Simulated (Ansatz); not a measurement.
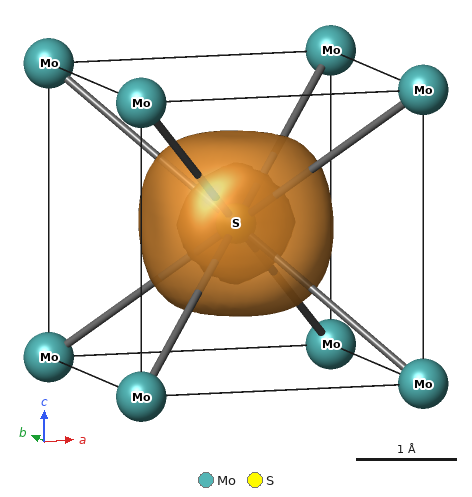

Figure. MoS. Isosurface of the electron localisation function at 0.7 (orange), seen slightly off an axis. Only the valence region is drawn (cores and ρ < 0.01 e/Å³ removed). Sticks mark near contacts.

Space group Pm-3m; started from the CsCl (B2) prototype, which need not be the ambient phase; computed without spin polarisation.

Computed with DFT PBEsol, scalar-relativistic, plane waves, PAW in Ansatz 0.2.0.

Core electrons are frozen (PAW), and the valence fields are smoothed inside the atomic spheres.

Q: Where are the electrons localised?

A: The surface consists of one region wrapped around S (its valence shell), counted in one cell of 2 atoms. Any copies at cell faces, edges or corners count once. Along the contacts the grid gives the following. Mo–S (2.57 Å): the ELF peaks at about 0.85 in the valence shell of S, 0.8 Å from its nucleus, and is about 0.35 at the midpoint.

Q: Does the calculation give a band gap?

A: It is gapless in this calculation (a metal or semimetal); semilocal functionals without U, or without the true magnetic order, often close the gap of such compounds.
